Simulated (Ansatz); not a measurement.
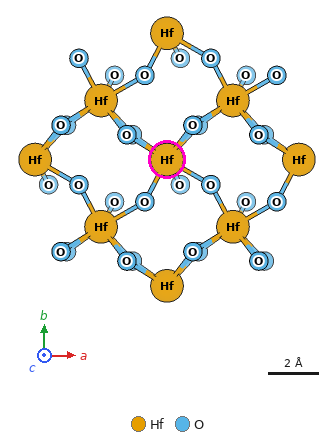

Perfect HfO2. The picture is a ball-and-stick view of the atoms within 6.0 Å of one point, in a slice 4.2 Å thick across the line of sight, seen along the c axis.

Theory: DFT PBE, scalar-relativistic, plane waves, PAW in Ansatz 0.2.0. Settings: plane-wave cutoff 420 eV; k-point mesh 2 × 2 × 2; occupations gaussian; smearing width 0.01 eV; mesh shifted by (0.5, 0.5, 0.5); no spin polarisation. The cell is small and the k-mesh coarse, so the numbers are rough. The axes drawn are those of the host's conventional cell.

A hafnium atom is replaced by silicon at the ringed place, in charge state 0. The supercell has 48 sites, and the atoms are relaxed at the host's cell.

Q: How do the neighbours respond?

A: In the host the Hf atom has 7 O at 2.04 to 2.28 Å; the Si atom ends with 5 O at 1.73 to 1.92 Å. Of the host's atoms, an oxygen atom moves furthest from its site, by 0.62 Å. The Si atom itself moves 0.25 Å from where it was put. Relaxing the atoms from the host's sites lowers the energy by 2.61 eV. At a tolerance of 0.02 Å the relaxed supercell has space group P1.

The relaxed defect, seen from the same direction:

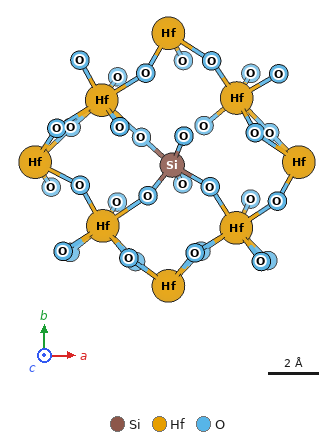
